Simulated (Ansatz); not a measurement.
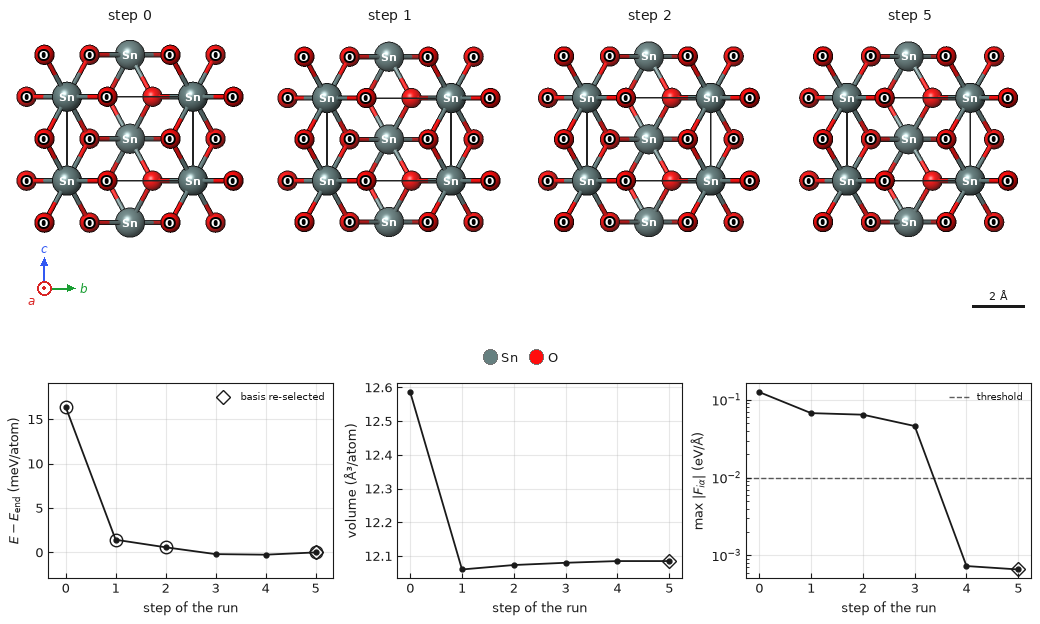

Frames of a relaxation of a crystal of SnO₂ (set up in Pnnm), marked on the history of the run. The picture is a ball-and-stick view of the cell of the calculation, seen along the a axis.

The run lets cell and atoms move.

Level of theory: Ansatz 0.2.0, Kohn-Sham DFT of a periodic cell, r2SCAN, Ansatz PAW.

The input:
```yaml
crystal:
  lattice:
    - [4.788004, 0.0, 0.0]
    - [0.0, 4.866582, 0.0]
    - [0.0, 0.0, 3.240898]
  atoms:
    - { symbol: Sn, position: [0.0, 0.0, 0.0] }
    - { symbol: Sn, position: [0.5, 0.5, 0.5] }
    - { symbol: O, position: [0.708145, 0.678958, 0.0] }
    - { symbol: O, position: [0.208145, 0.821042, 0.5] }
    - { symbol: O, position: [0.791855, 0.178958, 0.5] }
    - { symbol: O, position: [0.291855, 0.321042, 0.0] }
hamiltonian:
  xc: r2scan
  pseudopotentials: { kind: paw }
kpoints:
  mp_grid: { grid: [6, 6, 8] }
scf:
  occupations: { method: fermi_dirac, width: 0.05 }
output:
  forces: true
  stress: true
  eigenvalues: true
relax:
  f_tol: 0.01
  max_steps: 40
  cell: { stress_tol: 0.05 }
```

Command:
```bash
ansatz run input.yaml --threads 2 --pin off --max-ram 5632MiB --backend cpu --events-out ev --progress --plain --runs-dir out
```

Question: What happens along the run?

Answer: The largest moves relative to the cell, 0.097 Å, are those of O atoms. Sn stays in place. Cell: a 4.788 → 4.760 Å (−0.6 %), b 4.867 → 4.760 Å (−2.2 %), c 3.241 → 3.201 Å (−1.2 %). Volume −4.0 %. Near-neighbour distances that change, for instance: O–Sn 2.096 → 2.059 Å. The space group (tolerance 0.01 Å) goes from Pnnm (No. 58) to P4_2/mnm (No. 136). Over 4 accepted moves (5 points after the start) the energy falls by 16.4 meV per atom. The largest force component goes from 0.13 to 0.00066 eV/Å. Pressure: −8.19 GPa at the start and 0.02 GPa at the end. The SCF was repeated once at an unchanged geometry on a basis and grid sized afresh for the cell, which shifted the energy by 0.3 meV per atom at most. The run took 66 s on 2 threads of Intel(R) Xeon(R) Processor @ 2.70GHz (shared host), peak memory 0.66 GiB. From step 0 to 1: O atoms move most (0.02 Å), volume −4.2 %, energy −15.0 meV per atom. From step 1 to 2: O atoms move most (0.02 Å), volume +0.1 %, energy −0.9 meV per atom. From step 2 to 5: O atoms move most (0.06 Å), energy −0.6 meV per atom.

```tsv
step	E − E(0), meV/atom	largest force component, eV/Å	pressure, GPa	volume, Å³/atom	note
0	0.00	0.1258	-8.19	12.586	
1	-14.96	0.0675	0.29	12.060	
2	-15.82	0.0645	0.12	12.073	
3	-16.59	0.0461	0.01	12.080	
4	-16.65	0.0007	0.01	12.085	
5	-16.39	0.0007	0.02	12.085	same geometry, new basis
```
